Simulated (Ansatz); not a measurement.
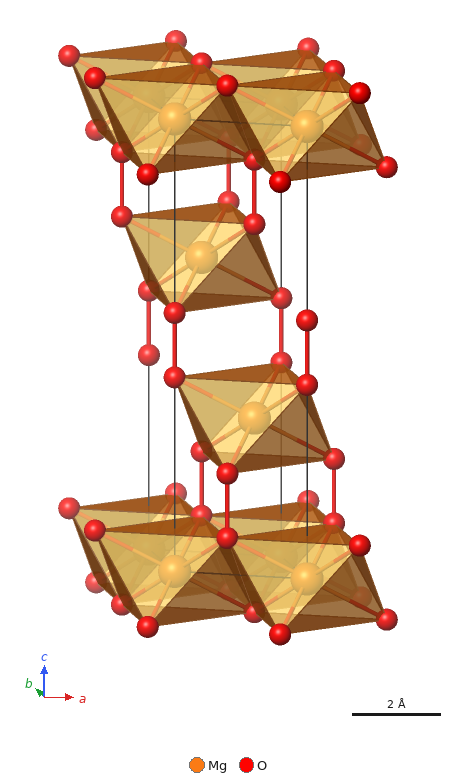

Figure 1. The structure (polyhedral view of the cell 3 times as large as that of the calculation, set on its symmetry axes, seen slightly off an axis; polyhedra are completed across the faces of the cell). An atom can appear more than once, as a periodic image.

# Single-point calculation of MgO₂

MgO₂ (3 atoms in the cell), computed with DFT r2SCAN, scalar-relativistic, plane waves, PAW, no spin polarisation (Ansatz 0.2.0).

The structure derives from a Materials Project entry. Figures and captions count atoms from 1; the log counts them from 0 in places.

## The program's output
```
Engine: ansatz 0.2.0, x86_64-unknown-linux-gnu
Pseudopotentials: kind: paw
Pseudopotential: Mg, paw, valence charge 10, recommended cutoff 500 eV (meta_gga), Mg.paw.azcp
Pseudopotential: O, paw, valence charge 6, recommended cutoff 500 eV (meta_gga), O.paw.azcp
Functional definition: r2SCAN
  parameter k0 = 0.174
  parameter k1 = 0.065
  parameter a1 = 4.9479
  exchange = r2scan_x(k0 = k0, k1 = k1, a1 = a1)
  correlation = r2scan_c
Crystal: 3 atoms, lattice volume = 31.170 Å³
Basis set: ecut = 500 eV, 775 PW (Γ), exchange–correlation on 120×120×120 points (64 copies of the dense FFT grid, shifted against one another)
Bands: 15, of which v1, the nominal top of the filled ones, is band 11 counted from 1 (10 counted from 0)
Symmetry: 12 space group operations
Space group: R-3m (ITA 166), of the structure as read, at distance tolerance 3.1e-5 Å
k-points: 189 of 1728
Non-local potential: Mg, projectors of the file, l = 0: 3, l = 1: 2, l = 2: 1
Non-local potential: O, projectors of the file, l = 0: 2, l = 1: 2, l = 2: 1
PAW form: soft (Blöchl's): semilocal exchange-correlation on the pseudo side does not see the compensation charge
PAW frozen core: Mg, regenerated for the run's functional (the file was generated under x = pbe(κ = 0.804, μ = 0.2195149727645171), c = pbe(β = 0.06672455060314922))
PAW frozen core: O, regenerated for the run's functional (the file was generated under x = pbe(κ = 0.804, μ = 0.2195149727645171), c = pbe(β = 0.06672455060314922))
PAW one-centre angular grid: Mg, 302 points (default); XC on 224 Gauss nodes
PAW one-centre angular grid: O, 302 points (default); XC on 160 Gauss nodes
Initial density: superposition of atomic densities (neutral atoms: chi_scale 0, normalization atom), corrected by the library's trained network
Initial wavefunctions: pseudopotential atomic-orbital guess
Functional: x = r2scan, c = r2scan; τ floored in thin density (d = 2e-4 eV/Å³)
SCF iter   1: F=—  HF=-3063.630289 eV  |F-HF|=—  |Δ(HF+E_count)|=         —  Δρ=1.06e-2  dr2=1.14e-2  dr2_τ=1.31e-1  ethr=1.77e-3  ⟨swp⟩=5.4  Hψ=15453  notcnv=0
preconditioner: auto → none  [insulator: Δε(μ)=2.917 eV  Ē_g=17.531 eV  σ=0.050 eV  W_gap=1.00  n_scr=14 (ndim 8)  ℏωp=24.9 eV  f_vac=0.042  D(μ)=0.00/eV (n_scr^D=0)  ε∞_Penn≈3.0]
SCF iter   2: F=—  HF=-3063.703693 eV  |F-HF|=—  |Δ(HF+E_count)|=   7.34e-2  Δρ=4.97e-3  dr2=2.61e-3  dr2_τ=2.24e-4  ethr=5.17e-5  ⟨swp⟩=2.0  Hψ=7186  notcnv=0
SCF iter   3: F=—  HF=-3063.704106 eV  |F-HF|=—  |Δ(HF+E_count)|=   4.13e-4  Δρ=1.21e-3  dr2=2.48e-4  dr2_τ=2.90e-5  ethr=1.18e-5  ⟨swp⟩=2.4  Hψ=4721  notcnv=0
SCF iter   4: F=—  HF=-3063.704051 eV  |F-HF|=—  |Δ(HF+E_count)|=   5.51e-5  Δρ=3.02e-4  dr2=1.73e-5  dr2_τ=5.05e-6  ethr=1.13e-6  ⟨swp⟩=2.0  Hψ=3919  notcnv=0
SCF iter   5: F=—  HF=-3063.704051 eV  |F-HF|=—  |Δ(HF+E_count)|=   1.07e-7  Δρ=5.99e-5  dr2=3.37e-7  dr2_τ=6.57e-8  ethr=7.89e-8  ⟨swp⟩=2.0  Hψ=3925  notcnv=0
SCF iter   6: F=-3063.704052 eV  HF=-3063.704052 eV  |F-HF|=3.30e-9  |Δ(HF+E_count)|=   4.33e-7  Δρ=1.06e-5  dr2=1.77e-8  dr2_τ=2.28e-9  ethr=4.55e-10  ⟨swp⟩=9.3  Hψ=19271  notcnv=0
SCF 1 converged in 6 iterations: F = -3063.704052 eV  dr2 = 1.77e-8
  greatest PAW one-centre occupation: 1.000 electrons in one spin orbital (limit 2), on the Mg atom at site 0 (counted from 0), in its partial waves of l = 0
SCF converged after 6 iterations
Free energy (F): -3063.704052 eV
Harris-Foulkes:  -3063.704052 eV  (|F-HF|=3.30e-9)
Internal energy: -3063.704052 eV  (E = F + TS)
E sigma→0 (E₀):  -3063.704052 eV
Fermi energy:    7.416765 eV
--- Per-component energies (eV) ---
  E_band       = -379.815396
  E_kinetic    = 427.394419
  E_local      = -2147.140579  (includes V_loc(G=0)·N_el)
  E_nonlocal   = 190.877911
  E_hartree    = 749.832387
  E_xc         = -173.880412
  E_vxc        = -251.315347  (∫ρ·V_xc dr)
  E_paw        = -615.358055  (= ΣΔE_a)
  E_vpaw       = -115.886331  (= ΣTr[D̂ρ^β])
  E_aug_tail   = 0.002086  (compensation charges beyond the density's cutoff)
  E_vtau       = 16.590772  (kinetic-family band-sum trace: ∫τ·v_τ [+ j·A + Jᵃ·Aᵃ] dr)
  E_ewald      = -1495.341718
  E_core_change = -0.090090  (= ΣΔE_core)
  E_smearing   = -0.000000  (= −TS)
  E_closure    = 0.000000  (closes the sum)
  Σ components = -3063.704052   (vs F -3063.704052, Δ=0.00e0)
--- Forces (eV/Å), atoms counted from 1 ---
  atom   1  Mg    -0.00000000     0.00000000     0.00000000
  atom   2  O     -0.00000000     0.00000000     0.21559552
  atom   3  O      0.00000000    -0.00000000    -0.21559552
  max |Σ_I F_I| component: 5.55e-17 eV/Å
--- Stress (GPa, compression-positive) ---
       -4.868859       0.000000      -0.000000
        0.000000      -4.868859       0.000000
        0.000000       0.000000      -6.569148
  P = ⅓ Tr σ = -5.4356 GPa (-54.356 kbar)
--- Band table (eV; the first three rows and the last of 189) ---
  k-point 0: bands = ["-70.1991", "-35.3230", "-35.2922", "-35.2922", "-16.3047", "-9.4967", "-1.5966", "2.5202", "2.5202", "5.1191", "5.1191", "11.2505", "11.5590", "19.0962", "21.1237"]
  k-point 1: bands = ["-70.1989", "-35.3227", "-35.2944", "-35.2927", "-16.2725", "-9.5165", "-1.5474", "2.3274", "2.4965", "5.0732", "5.0885", "11.3518", "11.7231", "19.1312", "20.9881"]
  k-point 2: bands = ["-70.1986", "-35.3218", "-35.3005", "-35.2939", "-16.1832", "-9.5705", "-1.4117", "1.8330", "2.4328", "4.9675", "5.0058", "11.3649", "12.3892", "19.2086", "19.7674"]
  k-point 188: bands = ["-70.1990", "-35.3269", "-35.2923", "-35.2923", "-15.7874", "-11.0702", "1.1045", "1.9862", "1.9862", "5.9420", "5.9420", "8.8909", "11.6718", "16.4042", "21.1851"]
```

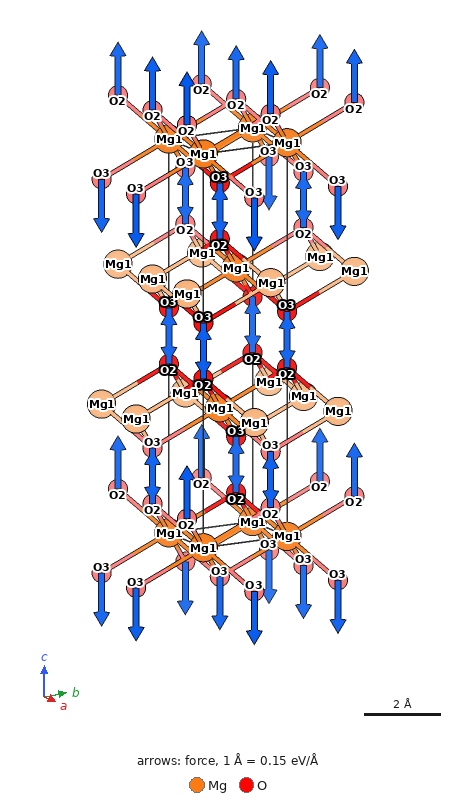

Figure 2. Forces on the atoms as blue arrows (ball-and-stick view of the cell 3 times as large as that of the calculation, set on its symmetry axes, seen slightly off an axis; neighbours outside the cell are drawn fainter; atoms are numbered from 1 in the order of the input). The largest act on O2, O3 (0.22 eV/Å). The geometry is not a stationary point of this energy.

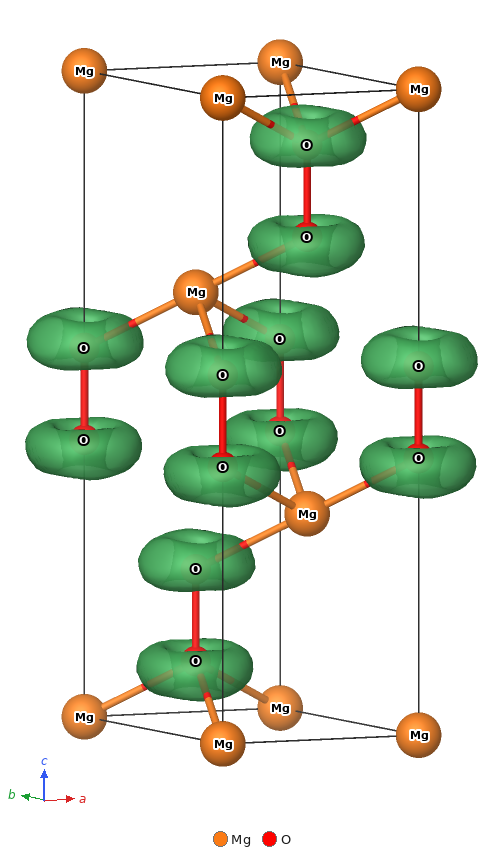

Figure 3. Isosurface of the electron localisation function at 0.8 (green), seen at an oblique angle. Only the valence region is drawn (cores and ρ < 0.01 e/Å³ removed). Sticks mark near contacts. The outline is the cell set on symmetry axes. Along the contacts the grid gives the following. O–O (1.49 Å): the ELF peaks at about 0.70 between the atoms. Mg–O (2.11 Å): the ELF is about 0.35 at the midpoint, which marks a closed-shell, largely ionic contact. The fields are those of the smooth PAW valence density.

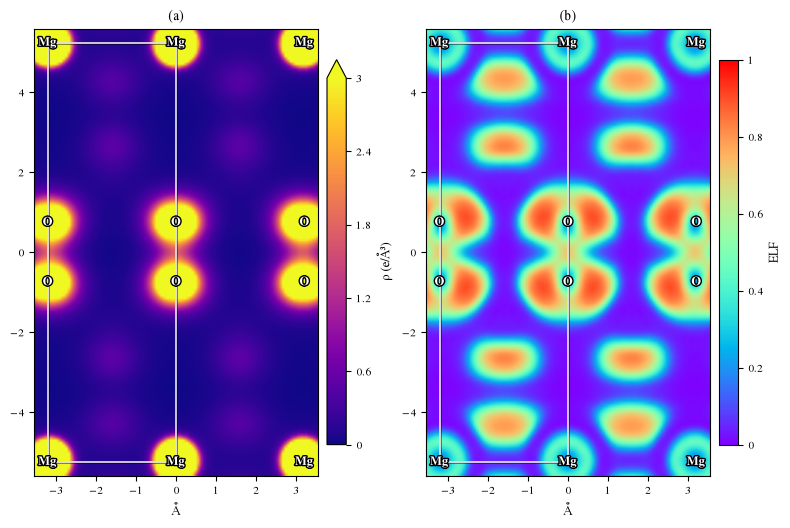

Figure 4. (a) valence electron density; (b) ELF on the (010) plane of the conventional cell. Atoms in the plane: Mg and O. O–O (1.49 Å): ρ is about 1.7 e/Å³ halfway; the ELF peaks at about 0.70 between the atoms. Away from the nuclei the density in this plane falls to 0.02 e/Å³ at its lowest.

This output came from the following input.

## Input file
```yaml
crystal:
  lattice:
    - [1.604761016, 0.9265092046, 3.4939788749]
    - [-1.604761016, 0.9265092046, 3.4939788749]
    - [0.0, -1.8530184092, 3.4939788749]
  atoms:
    - { symbol: Mg, position: [0.0, 0.0, 0.0] }
    - { symbol: O, position: [0.428786, 0.428786, 0.428786] }
    - { symbol: O, position: [0.571214, 0.571214, 0.571214] }
basis:
  ecutwfc: 500
kpoints:
  mp_grid: { grid: [12, 12, 12] }
hamiltonian:
  xc: r2scan
scf:
  occupations: { method: gaussian, width: 0.05 }
output:
  forces: true
  stress: true
  eigenvalues: true
  write_density: true
  write_potential: true
  elf: true
  volumetric_format: npy
```

Command:
```bash
ansatz run input.yaml --threads 1 --pin off --max-ram 2560MiB --backend cpu --events-out ev --progress --plain --runs-dir out
```

## Key numbers

- outcome: converged
- space group (tolerance 0.01 Å): R-3m (166)
- electrons treated: 22
- free energy: −3063.7041 eV
- Fermi energy: 7.417 eV
- gap on the k-point mesh: 2.95 eV
- pressure: −5.44 GPa
- largest force (length of the vector): 0.216 eV/Å
- hardware: 1 thread of Intel Xeon (Sapphire Rapids), 32 GiB of memory available, shared host
- wall time: 8.5 s
- peak memory: 0.54 GiB

## Notes

The cell is under a tension of 5.4 GPa at this level, so it is not at its equilibrium volume.
